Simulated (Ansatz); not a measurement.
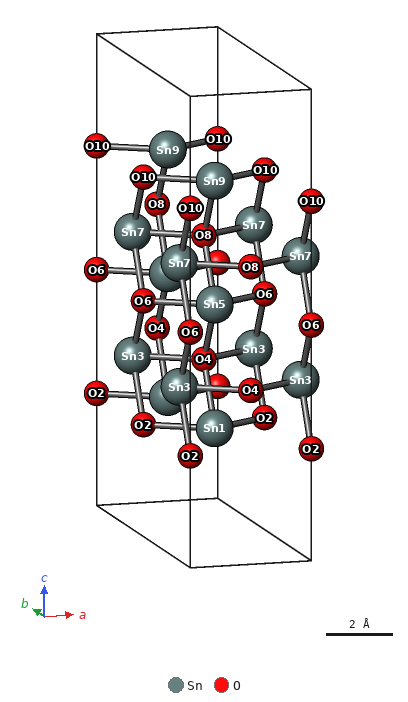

Figure 1. The input geometry (ball-and-stick view of the 1 × 2 repeat of the cell, with the vacuum cut short, seen slightly off an axis; atoms are numbered from 1 in the order of the input). An atom can appear more than once, as a periodic image. Near neighbours in the periodic cell (some may lie outside the picture): Sn has 3 O at 2.25 Å; O has 3 Sn at 2.25 Å; Sn has 4 O at 2.25 Å; O has 4 Sn at 2.25 Å.

**Single-point calculation of SnO**

SnO (slab, 10 atoms in the cell), computed with DFT PBE, scalar-relativistic, plane waves, PAW, no spin polarisation (Ansatz 0.2.0).

The structure derives from an entry of the Crystallography Open Database. It belongs to a series of runs on one base structure; here: (1 0 0) slab cut from the bulk. Figures and captions count atoms from 1; the log counts them from 0 in places.

### The input
```yaml
crystal:
  lattice:
    - [3.8681707533, 0.0, 0.0]
    - [0.0, 5.0672768823, 0.0]
    - [0.0, 0.0, 22.7363415066]
  atoms:
    - { symbol: Sn, position: [0.5, 0.7712638065, 0.3298683738] }
    - { symbol: O, position: [0.0, 0.0, 0.3298683738] }
    - { symbol: Sn, position: [0.0, 0.2287361935, 0.4149341869] }
    - { symbol: O, position: [0.5, 0.0, 0.4149341869] }
    - { symbol: Sn, position: [0.5, 0.7712638065, 0.5] }
    - { symbol: O, position: [0.0, 0.0, 0.5] }
    - { symbol: Sn, position: [0.0, 0.2287361935, 0.5850658131] }
    - { symbol: O, position: [0.5, 0.0, 0.5850658131] }
    - { symbol: Sn, position: [0.5, 0.7712638065, 0.6701316262] }
    - { symbol: O, position: [0.0, 0.0, 0.6701316262] }
basis:
  ecutwfc: 420
kpoints:
  mp_grid: { grid: [9, 7, 1] }
hamiltonian:
  xc: pbe
scf:
  occupations: { method: gaussian, width: 0.05 }
output:
  forces: true
  stress: true
  eigenvalues: true
  write_density: true
  write_potential: true
  elf: true
  volumetric_format: npy
efield:
  axis: 3
  dipole_correction: true
  ramp_width: 0.04
```

Launched with:
```bash
ansatz run input.yaml --threads 1 --pin off --max-ram 2560MiB --backend cpu --events-out ev --progress --plain --runs-dir out
```

### Output
```
Engine: ansatz 0.2.0, x86_64-unknown-linux-gnu
Pseudopotentials: kind: paw
Pseudopotential: Sn, paw, valence charge 14, recommended cutoff 420 eV (normal), Sn.paw.azcp
Pseudopotential: O, paw, valence charge 6, recommended cutoff 420 eV (normal), O.paw.azcp
Functional definition: PBE
  parameter kappa = 0.804
  parameter beta = 0.06672455060314922
  exchange = pbe_x(kappa = kappa, mu = beta*pi^2/3)
  correlation = pbe_c(beta = beta)
Crystal: 10 atoms, lattice volume = 445.657 Å³
Basis set: ecut = 420 eV, 8775 PW (Γ), exchange–correlation on 54×72×320 points (8 copies of the dense FFT grid, shifted against one another)
Bands: 60, of which v1, the nominal top of the filled ones, is band 50 counted from 1 (49 counted from 0)
Symmetry: 2 space group operations
k-points: 20 of 63 (time reversal used)
Non-local potential: Sn, projectors of the file, l = 0: 2, l = 1: 2, l = 2: 2, l = 3: 2
Non-local potential: O, projectors of the file, l = 0: 2, l = 1: 2, l = 2: 1
PAW form: soft (Blöchl's): semilocal exchange-correlation on the pseudo side does not see the compensation charge
PAW one-centre angular grid: Sn, 590 points (default); XC on 64 Gauss nodes
PAW one-centre angular grid: O, 110 points (default); XC on 64 Gauss nodes
Initial density: superposition of atomic densities (neutral atoms: chi_scale 0, normalization atom), corrected by the library's trained network
Initial wavefunctions: pseudopotential atomic-orbital guess
Functional: x = pbe(κ = 0.804, μ = 0.2195149727645171), c = pbe(β = 0.06672455060314922)
SCF iter   1: F=—  HF=-32957.412995 eV  |F-HF|=—  |Δ(HF+E_count)|=         —  Δρ=1.97e-3  dr2=2.30e-2  ethr=1.77e-3  p=0.000 e·Å  D=8.14e-14 V/Å  ΔV_dip=-0.00 eV  dr2_dipole=3.85e-8  V_vac-E_F(+/−)=3.84/3.84 eV  ⟨swp⟩=7.0  Hψ=4797  notcnv=0  defer=3
efield: sawtooth ramp at fractional position 0.9800 (placed from the atoms, in the widest stretch of the axis that holds none; the zero of the levels goes with the place), width 0.0400; the density the first Hamiltonian is built on has a dipole p = 0.000 e·Å; the dipole correction subtracts the counter field D = 8.14e-14 V/Å, which shifts the + side's vacuum level by -0.00 eV against the − side's; the planar-averaged density in the ramp window peaks in size at 1.7e-5 e/Å³
preconditioner: auto → Resta (q_TF=auto, 2.127 Å⁻¹)  ε∞=2.0  [insulator: Δε(μ)=0.765 eV  Ē_g=17.277 eV  σ=0.050 eV  W_gap=1.00  n_scr=78 (ndim 8)  ℏωp=17.6 eV  f_vac=0.532  D(μ)=0.00/eV (n_scr^D=0)  ε∞_Penn≈2.0  vacuum switching on, ρ_ref=2.2e-2 e/Å³]
SCF iter   2: F=—  HF=-32957.419027 eV  |F-HF|=—  |Δ(HF+E_count)|=   6.03e-3  Δρ=1.79e-3  dr2=1.79e-2  ethr=2.30e-5  p=-0.000 e·Å  D=-4.66e-5 V/Å  ΔV_dip=0.00 eV  dr2_dipole=1.70e-7  V_vac-E_F(+/−)=3.95/3.95 eV  ⟨swp⟩=3.2  Hψ=2851  notcnv=0  defer=58
SCF iter   3: F=—  HF=-32957.416926 eV  |F-HF|=—  |Δ(HF+E_count)|=   2.10e-3  Δρ=6.76e-4  dr2=1.87e-3  ethr=1.79e-5  p=0.000 e·Å  D=6.68e-6 V/Å  ΔV_dip=-0.00 eV  dr2_dipole=5.65e-9  V_vac-E_F(+/−)=3.90/3.90 eV  ⟨swp⟩=2.0  Hψ=1519  notcnv=0  defer=58
SCF iter   4: F=—  HF=-32957.417669 eV  |F-HF|=—  |Δ(HF+E_count)|=   7.43e-4  Δρ=3.88e-4  dr2=6.86e-4  ethr=1.87e-6  p=-0.000 e·Å  D=-5.25e-6 V/Å  ΔV_dip=0.00 eV  dr2_dipole=3.48e-9  V_vac-E_F(+/−)=3.92/3.92 eV  ⟨swp⟩=2.0  Hψ=1582  notcnv=0  defer=58
SCF iter   5: F=—  HF=-32957.417671 eV  |F-HF|=—  |Δ(HF+E_count)|=   2.07e-6  Δρ=8.14e-5  dr2=2.99e-5  ethr=6.86e-7  p=0.000 e·Å  D=3.95e-6 V/Å  ΔV_dip=-0.00 eV  dr2_dipole=1.28e-9  V_vac-E_F(+/−)=3.93/3.93 eV  ⟨swp⟩=2.0  Hψ=1526  notcnv=0  defer=58
SCF iter   6: F=—  HF=-32957.417475 eV  |F-HF|=—  |Δ(HF+E_count)|=   1.96e-4  Δρ=3.92e-5  dr2=5.77e-6  ethr=2.99e-8  p=-0.000 e·Å  D=-3.64e-6 V/Å  ΔV_dip=0.00 eV  dr2_dipole=1.17e-9  V_vac-E_F(+/−)=3.93/3.93 eV  ⟨swp⟩=3.0  Hψ=2249  notcnv=0  defer=58
SCF iter   7: F=—  HF=-32957.417481 eV  |F-HF|=—  |Δ(HF+E_count)|=   5.50e-6  Δρ=2.54e-5  dr2=2.82e-6  ethr=5.77e-9  p=0.000 e·Å  D=6.20e-6 V/Å  ΔV_dip=-0.00 eV  dr2_dipole=3.38e-9  V_vac-E_F(+/−)=3.93/3.93 eV  ⟨swp⟩=2.0  Hψ=1642  notcnv=0  defer=58
SCF iter   8: F=—  HF=-32957.417481 eV  |F-HF|=—  |Δ(HF+E_count)|=   3.64e-7  Δρ=7.86e-6  dr2=1.89e-7  ethr=2.82e-9  p=-0.000 e·Å  D=-2.80e-6 V/Å  ΔV_dip=0.00 eV  dr2_dipole=6.85e-10  V_vac-E_F(+/−)=3.93/3.93 eV  ⟨swp⟩=2.0  Hψ=1602  notcnv=0  defer=58
SCF iter   9: F=-32957.417481 eV  HF=-32957.417481 eV  |F-HF|=2.11e-8  |Δ(HF+E_count)|=   2.80e-7  Δρ=2.61e-6  dr2=4.09e-8  ethr=1.00e-10  p=0.000 e·Å  D=7.50e-6 V/Å  ΔV_dip=-0.00 eV  dr2_dipole=5.15e-9  V_vac-E_F(+/−)=3.93/3.93 eV  ⟨swp⟩=19.9  Hψ=9634  notcnv=0
SCF 1 converged in 9 iterations: F = -32957.417481 eV  dr2 = 4.09e-8
  greatest PAW one-centre occupation: 0.993 electrons in one spin orbital (limit 2), on the Sn atom at site 4 (counted from 0), in its partial waves of l = 2
```

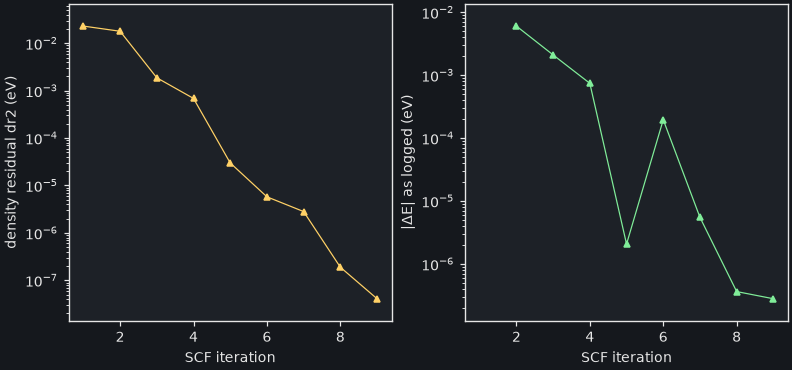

Figure 2. Convergence of the self-consistent field: density residual dr2 and size of the energy change against the SCF iteration. The residual falls at every step.

```
WARN: The output density's exchange-correlation potential varies sharply where the density is thin. Do not read a vacuum level from v_tot or v_xc, or from such a field of the output density. On a cell that repeats whose density bears no net charge and no dipole along the vacuum's axis use v_es (v_loc + v_h of the components); under efield.dipole_correction with no amplitude use v_es + v_field, which holds any external_charges[].barrier, or the levels of the report's work_function block, which leave it out; under a non-zero efield.amplitude the vacuum is tilted and has no level; on a cell that repeats and bears such a dipole with no correction it is tilted too, and efield.dipole_correction with no amplitude gives each side of its ramp a level where efield: is served; in a cell that repeats whose density bears a net charge (total_charge, or a fill off its count) it is curved and has none; of a slab under crystal.periodic whose density bears no net charge use v_es, which has a level on each side, short of where the two are joined; of another it falls or rises all the way out and has none; of a slab beside external_charges read slab_vacuum_level instead, which it has where they leave it neutral. The grid or the basis barely resolves most such structure, and the values can differ between equally converged runs; as a rule a tighter scf.convergence.dr2_threshold does not remove it. Where the density itself ripples (under the LDA too) a higher basis.ecutwfc lessens it. The files hold the spikes' plane waves up to the density's cutoff. Files: v_tot_of_output_density and the like, and their columns of v_z.tsv (output.write_potential); v_xc_of_output_density and the like, and their columns of v_comp_z.tsv (output.write_potential_components). Measured: with its Gaussian average of σ = 0.25 Å subtracted twice, the exchange-correlation potential is over 0.1 eV at 51 of the grid points where the equally averaged density (valence and model cores) is under 1e-3 e/Å³, and 0.146 eV at the most among them, at an averaged density of 1.0e-3 e/Å³. The input density's (outcome.potential() and, of a run that writes arrays, v_tot and v_xc) is over 0.1 eV, so measured, at 50 points of its own thin density, 0.147 eV at the most. See output.write_potential in the manual, Limitations
SCF converged after 9 iterations
Free energy (F): -32957.417481 eV
Harris-Foulkes:  -32957.417481 eV  (|F-HF|=2.11e-8)
Internal energy: -32957.417481 eV  (E = F + TS)
E sigma→0 (E₀):  -32957.417481 eV
Fermi energy:    1.476923 eV
Dipole field:    D = -0.000057 V/Å  (p = -0.000141 e·Å, saw-weighted, corrected)
Work function:   Φ+ = 3.9310 eV   Φ− = 3.9297 eV
Levels:          The Fermi level and band energies are counted from a zero that moves with the ramp; work functions are not
--- Per-component energies (eV) ---
  E_band       = -1286.899566
  E_kinetic    = 1795.286582
  E_local      = -66069.953197  (includes V_loc(G=0)·N_el)
  E_nonlocal   = 78.621764
  E_hartree    = 32901.134151
  E_xc         = -2277.936588
  E_vxc        = -944.926090  (∫ρ·V_xc dr)
  E_paw        = -21467.792629  (= ΣΔE_a)
  E_vpaw       = -1948.193976  (= ΣTr[D̂ρ^β])
  E_aug_tail   = 0.011837  (compensation charges beyond the density's cutoff)
  E_efield     = 0.000000  (sawtooth field / dipole correction)
  E_vefield    = 0.000000  (∫n·V_field dr)
  E_ewald      = 22083.210599
  E_smearing   = -0.000000  (= −TS)
  E_closure    = 0.000000  (closes the sum)
  Σ components = -32957.417481   (vs F -32957.417481, Δ=0.00e0)
--- Forces (eV/Å), atoms counted from 1 ---
  atom   1  Sn     0.00000000     1.01938543     0.53176506
  atom   2  O      0.00000000    -0.39856471     0.30041767
  atom   3  Sn     0.00000000    -0.37617821    -0.76639127
  atom   4  O      0.00000000    -0.28431536    -0.04165307
  atom   5  Sn     0.00000000    -0.00388491    -0.00006541
  atom   6  O      0.00000000     0.08314079     0.00006814
  atom   7  Sn     0.00000000    -0.37618046     0.76628321
  atom   8  O      0.00000000    -0.28430516     0.04178237
  atom   9  Sn     0.00000000     1.01941172    -0.53180877
  atom  10  O      0.00000000    -0.39859691    -0.30038635
  max |Σ_I F_I| component: 8.78e-5 eV/Å
--- Stress (GPa, compression-positive) ---
       -2.282641      -0.000000      -0.000000
       -0.000000      -1.295698       0.000001
       -0.000000       0.000001      -1.192002
  P = ⅓ Tr σ = -1.5901 GPa (-15.901 kbar)
--- Band table (eV; the first three rows and the last of 20) ---
  k-point 0: bands = ["-20.4241", "-20.3729", "-20.3063", "-20.2886", "-20.2267", "-20.1849", "-20.1848", "-20.1564", "-20.1368", "-20.0937", "-20.0907", "-20.0904", "-20.0547", "-20.0512", "-20.0447", "-20.0389", "-20.0139", "-19.9992", "-19.9821", "-19.9766", "-19.9674", "-19.9584", "-19.9546", "-19.9359", "-19.9199", "-18.1123", "-17.4145", "-16.6057", "-15.8731", "-15.7824", "-6.0099", "-5.8683", "-5.4424", "-4.8791", "-4.7887", "-4.2533", "-4.1238", "-3.5596", "-3.4384", "-2.7811", "-2.6778", "-2.2227", "-1.8759", "-1.7787", "-1.5615", "-1.2208", "-1.0027", "-0.9165", "0.1560", "1.0655", "2.7733", "3.0858", "4.0860", "4.3431", "4.6475", "4.9842", "5.3777", "5.5820", "6.0424", "6.1921"]
  k-point 1: bands = ["-20.4230", "-20.3732", "-20.3064", "-20.2889", "-20.2280", "-20.1851", "-20.1850", "-20.1560", "-20.1366", "-20.0941", "-20.0906", "-20.0904", "-20.0558", "-20.0515", "-20.0454", "-20.0374", "-20.0131", "-19.9984", "-19.9820", "-19.9754", "-19.9689", "-19.9575", "-19.9558", "-19.9365", "-19.9196", "-18.1082", "-17.4108", "-16.6034", "-15.8720", "-15.7819", "-6.3233", "-6.0133", "-5.4877", "-4.7771", "-4.3147", "-4.2404", "-4.1023", "-3.5503", "-3.4950", "-2.8096", "-2.6731", "-2.2201", "-1.8749", "-1.6609", "-1.5630", "-1.2318", "-0.9877", "-0.7687", "0.1568", "0.9000", "2.7463", "3.0079", "3.9113", "4.1449", "4.5653", "4.8821", "5.3173", "5.6075", "5.8496", "5.9094"]
  k-point 2: bands = ["-20.4207", "-20.3738", "-20.3066", "-20.2897", "-20.2309", "-20.1856", "-20.1854", "-20.1552", "-20.1361", "-20.0949", "-20.0909", "-20.0900", "-20.0582", "-20.0518", "-20.0473", "-20.0340", "-20.0113", "-19.9964", "-19.9814", "-19.9733", "-19.9725", "-19.9582", "-19.9558", "-19.9378", "-19.9188", "-18.0989", "-17.4027", "-16.5985", "-15.8694", "-15.7809", "-6.7618", "-6.2666", "-5.5248", "-4.5851", "-4.2108", "-4.1006", "-3.7095", "-3.5291", "-3.4228", "-2.8703", "-2.6625", "-2.2185", "-1.8730", "-1.5663", "-1.3818", "-1.1908", "-0.9055", "-0.4926", "0.1070", "0.4541", "2.6527", "2.8307", "3.6407", "3.7603", "4.3187", "4.6975", "5.1971", "5.2734", "5.8966", "5.9207"]
  k-point 19: bands = ["-20.3740", "-20.3692", "-20.3211", "-20.2680", "-20.2675", "-20.2295", "-20.2282", "-20.1572", "-20.1554", "-20.1526", "-20.1406", "-20.0629", "-20.0587", "-20.0563", "-20.0261", "-20.0072", "-19.9969", "-19.9880", "-19.9870", "-19.9744", "-19.9721", "-19.9567", "-19.9506", "-19.9230", "-19.9123", "-17.1618", "-16.9253", "-16.8508", "-15.9803", "-15.9754", "-6.8770", "-6.7702", "-6.1847", "-6.0777", "-5.6386", "-4.0336", "-3.9511", "-3.5417", "-3.0859", "-2.7627", "-2.4029", "-1.9901", "-1.4883", "-0.9939", "-0.7900", "-0.7793", "-0.6218", "-0.4384", "-0.4011", "-0.1917", "3.1828", "3.3248", "3.7439", "4.1354", "4.2254", "4.4181", "4.5974", "5.2438", "5.4861", "6.1095"]
```

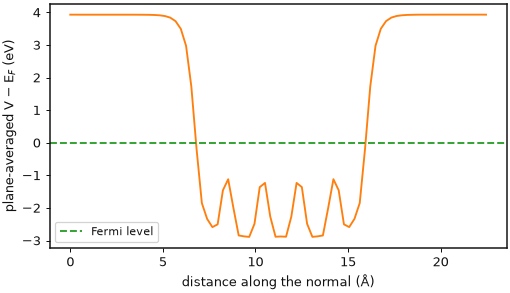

Figure 3. Plane average of the electrostatic potential energy of an electron across the cell, from the Fermi level. The vacuum level lies 3.93 eV above the Fermi level.

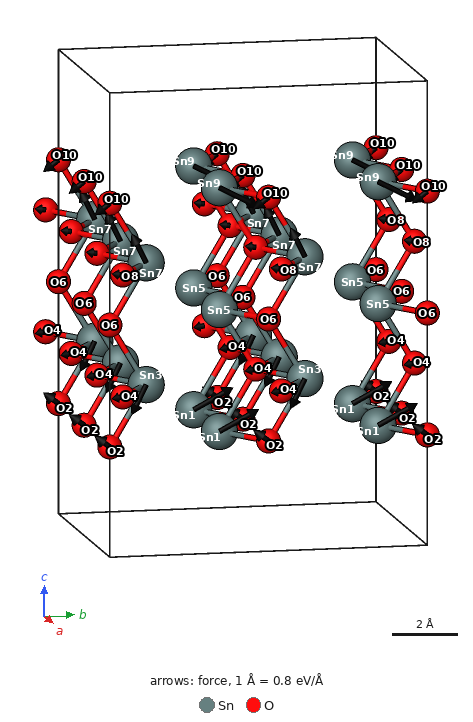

Figure 4. Forces on the atoms as black arrows (ball-and-stick view of the 2 × 2 repeat of the cell, with the vacuum cut short, seen slightly off an axis; bonded neighbours outside the cell are drawn too; atoms are numbered from 1 in the order of the input); the smallest are left out. The largest act on Sn1, Sn9 (1.15 eV/Å); Sn3, Sn7 (0.85 eV/Å); O2, O10 (0.50 eV/Å). The geometry is not a stationary point of this energy.

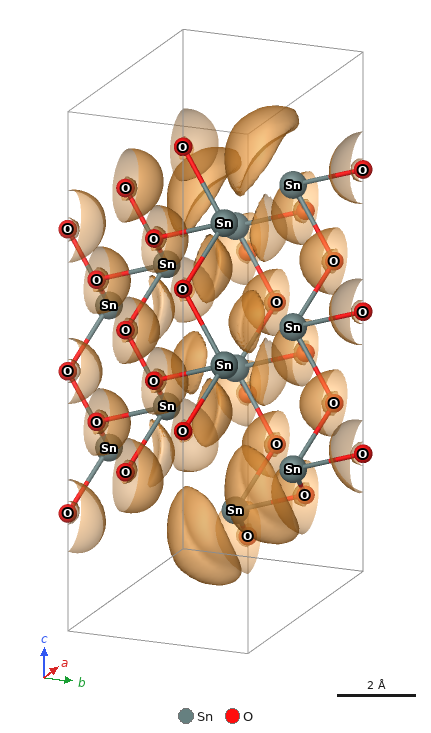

Figure 5. Isosurface of the ELF at 0.65 (orange), seen at an oblique angle. Core shells and regions of very low density are left out. Sticks mark near contacts. Values along the shortest contacts: Sn–O (2.25 Å): the ELF is about 0.25 at the midpoint. The fields are those of the smooth PAW valence density.

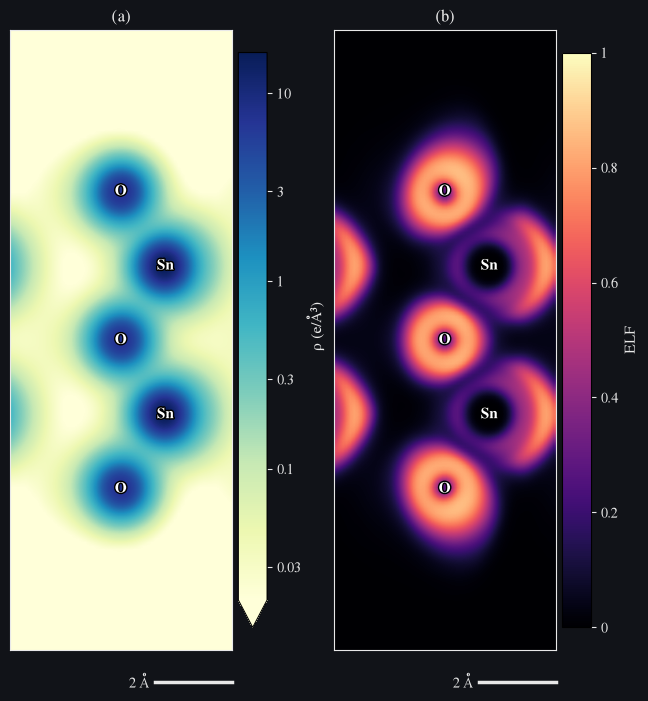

Figure 6. (a) valence charge density (pseudo); (b) ELF on the (100) plane of the calculation cell, a cut from vacuum to vacuum. Atoms in the plane: O and Sn. Sn–O (2.25 Å): ρ at the midpoint is about 0.45 e/Å³; the ELF is about 0.25 at the midpoint. The density dies away to nearly zero in the vacuum.

### Key numbers

```csv
quantity,value
outcome,converged
electrons treated,100
free energy,−32957.4175 eV
"work function, top face",3.93 eV
"work function, bottom face",3.93 eV
Fermi energy,1.477 eV
gap on the k-point mesh,0.77 eV
work function (upper face),3.93 eV
largest force (length of the vector),1.150 eV/Å
hardware,"1 thread of Intel Xeon (Granite Rapids), 32 GiB of memory available, shared host"
wall time,34 s
peak memory,0.8 GiB
```

### Remarks

The program warns: the exchange-correlation potential is rough where the density is thin.
